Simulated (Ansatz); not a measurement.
**SnO: density, localisation and related maps**

```
Sn O
1.0
     3.81370    0.00000    0.00000
     0.00000    3.81370    0.00000
     0.00000    0.00000    4.88691
Sn O
2 2
Direct
  0.50000 0.00000 0.76463
  0.00000 0.50000 0.23537
  0.00000 0.00000 0.00000
  0.50000 0.50000 0.00000
```

Space group P4/nmm; a structure from a database of computed crystals, not necessarily the ambient phase; not relaxed (largest force 0.4 eV/Å); computed pressure about 4 GPa in this cell.

All numbers below come from Ansatz, Kohn-Sham DFT of a periodic cell, PBE, Ansatz PAW.

In a PAW calculation such maps are meaningful between the atoms, not at the nuclei.

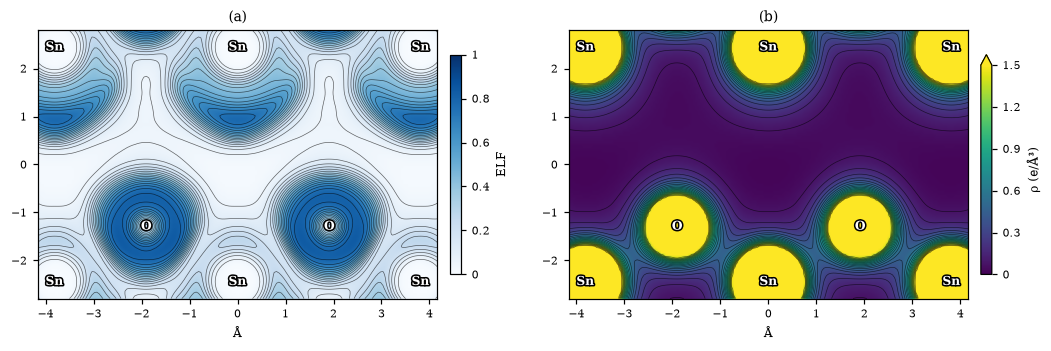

Figure 1. (a) electron localisation function; (b) valence charge density (pseudo) on the (100) plane of the conventional cell.

### Describe what can be read from this map.

The plane passes through Sn and O nuclei. Sn–O (2.23 Å): ρ is about 0.47 e/Å³ halfway; the ELF peaks at about 0.85 in the valence shell of O, 0.6 Å from its nucleus, and is about 0.20 at the midpoint: no localised pair shows between them. Between the atoms the lowest density in this plane is 0.02 e/Å³.

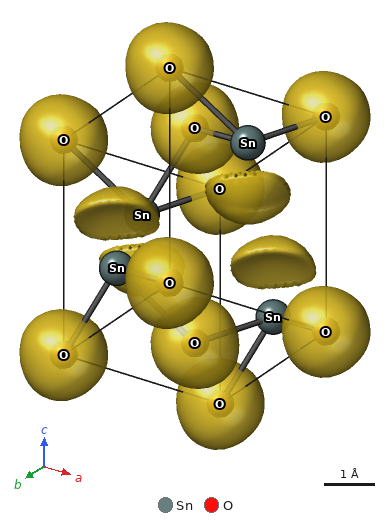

Figure 2. Isosurface of the electron localisation function at 0.6 (yellow), seen at an oblique angle. Only the valence region is drawn (cores and ρ < 0.01 e/Å³ removed). Sticks mark near contacts.

### What do the ELF domains correspond to?

The ELF exceeds this value in two lobes on Sn, pointing away from the bonds (lone pairs) and two regions wrapped around O (the valence shell of each), counted in one cell of 4 atoms. Any copies at cell faces, edges or corners count once.

### Does the calculation give a band gap?

It is gapped, with a Kohn–Sham gap of 0.37 eV on the k-point mesh, an upper bound to the gap of this method.
